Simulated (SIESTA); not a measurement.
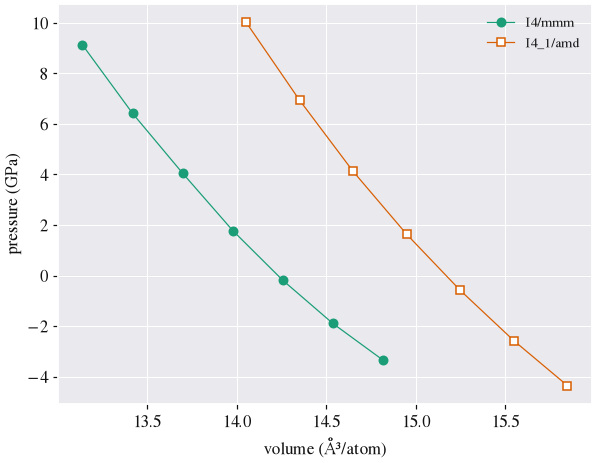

Plotted: pressure against volume, with one curve for each structure, for Si.

Computed with SIESTA 5.4.2: DFT in numerical atomic orbitals with pseudopotentials, no spin polarisation; energies at scaled volumes of the given cell, shape and fractions fixed, counted from the fit's minimum, third-order Birch-Murnaghan fit. Level: PBEsol.

| setting | value |
| --- | --- |
| occupations | Fermi–Dirac |
| smearing width | 0.05 eV |
| potentials | PseudoDojo 0.4 standard, converted to PSML, two zetas on semicore shells |

Settings that differ: I4/mmm: k mesh 13×13×13; I4_1/amd: k mesh 11×11×11.

> Order the curves by fitted equilibrium volume, smallest first.

I4/mmm 14.234, I4_1/amd 15.164 Å³/atom.

> Order the curves by fitted bulk modulus, smallest first.

I4/mmm 94.7, I4_1/amd 110.2 GPa.

Note: mulliken charges of long orbitals; shape and atomic fractions are frozen while scaling, which makes layered, chain and framework solids too stiff.

The computed values:

I4/mmm:
```tsv
volume (Å³/atom)	pressure (GPa)
13.14	9.13
13.42	6.42
13.70	4.05
13.98	1.78
14.26	-0.19
14.54	-1.90
14.82	-3.35
```

I4_1/amd:
```tsv
volume (Å³/atom)	pressure (GPa)
14.053	10.03
14.352	6.94
14.651	4.12
14.950	1.63
15.249	-0.59
15.548	-2.58
15.847	-4.36
```
